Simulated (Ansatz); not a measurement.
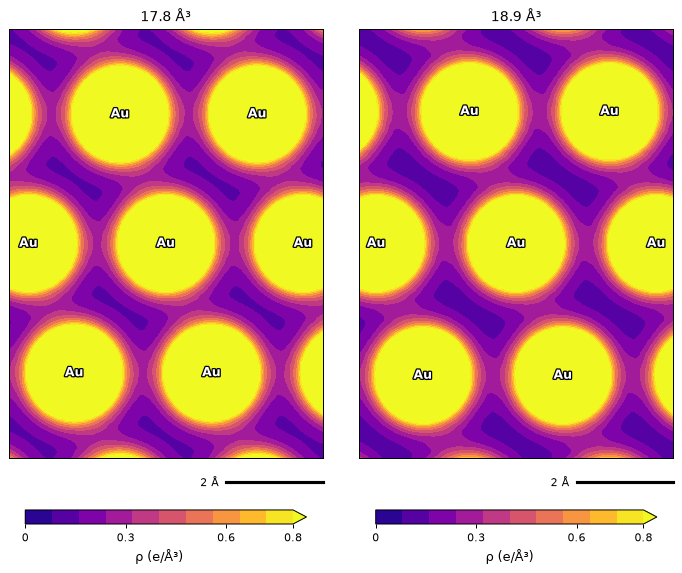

Au. The valence electron density of cells scaled evenly to different volumes (given per atom above each panel), on the (001) plane of each (indices in the axes of the cell below), at one length scale and on one colour scale.

A structure from a database of computed crystals, not necessarily the ambient phase.

These are results of Kohn-Sham DFT of a periodic cell, LDA, Ansatz PAW (Ansatz 0.2.0), not measurements.

In a PAW calculation such maps are meaningful between the atoms, not at the nuclei.

The largest cell:

```cif
data_structure
_symmetry_space_group_name_H-M 'P 1'
_symmetry_Int_Tables_number 1
_cell_length_a 2.9082
_cell_length_b 2.9082
_cell_length_c 2.9082
_cell_angle_alpha 109.471
_cell_angle_beta 109.471
_cell_angle_gamma 109.471
_cell_volume 18.94
loop_
_atom_site_label
_atom_site_type_symbol
_atom_site_fract_x
_atom_site_fract_y
_atom_site_fract_z
_atom_site_occupancy
Au1 Au 0.00000 0.00000 0.00000 1
```

| volume (Å³/atom) | Au–Au contact in the plane (Å) | ρ at its midpoint (e/Å³) | pressure (GPa) | 
| --- | --- | --- | --- |
| 17.84 | 2.851 | 0.296 | −10.7 | 
| 18.21 | 2.870 | ? | ? | 
| 18.94 | 2.908 | 0.262 | −16.8 | 

Question: What values belong in the row with question marks?

Answer: Over the known rows ln ρ falls by 2.14 per Å of Au–Au distance (the line through the two), which gives 0.284 e/Å³ at 2.870 Å; the calculation gives 0.284 e/Å³. For the pressure, a straight line in volume between the neighbouring rows gives −12.8 GPa; the calculation gives −13.1, lower because pressure rises ever faster on compression.
